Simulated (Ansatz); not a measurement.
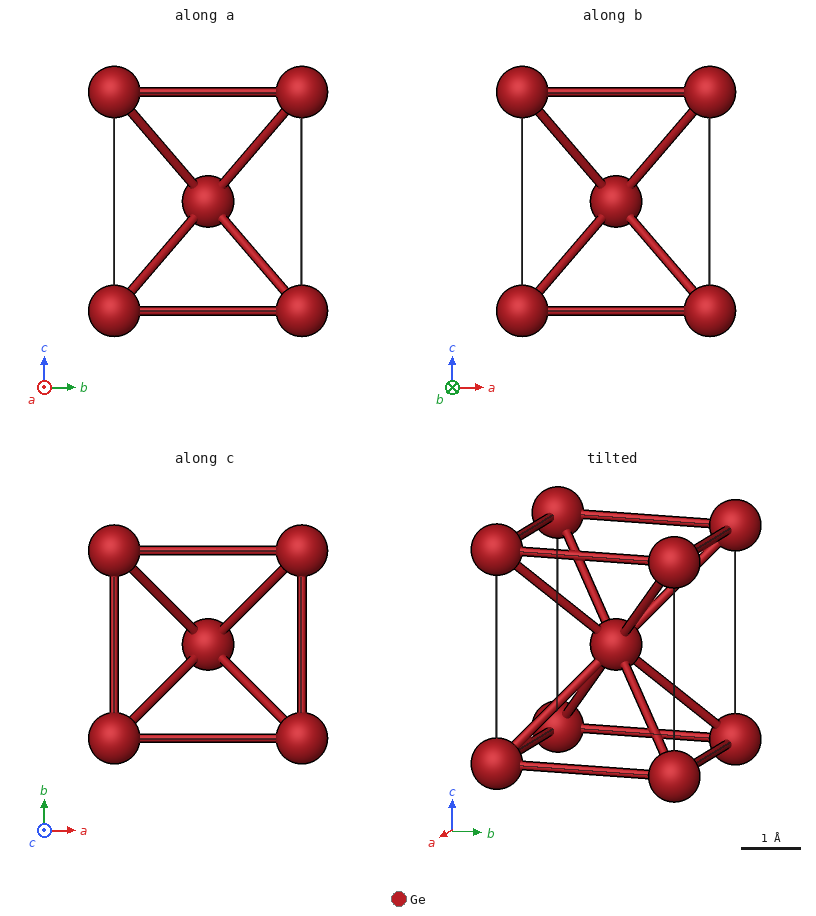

Ball-and-stick representation of a periodic structure, projected along the a axis, along the b axis, along the c axis and slightly off an axis. The wireframe shows the conventional unit cell.

Lattice parameters: a = 3.215 Å, b = 3.215 Å, c = 3.751 Å, α = 90.00°, β = 90.00°, γ = 90.00°. Put a along x and b in the xy plane.

From the views, write a POSCAR file.

Answer.
```
Ge
1.0
     3.215    0.000    0.000
     0.000    3.215    0.000
     0.000    0.000    3.751
Ge
2
Direct
  0.5000 0.5000 0.5000
  0.0000 0.0000 0.0000
```

Its origin is a random cell made by a generator, so it need not be a real form of the element. Earlier steps of the study may have refined or changed the cell and positions. A calculation with Ansatz used it as input.
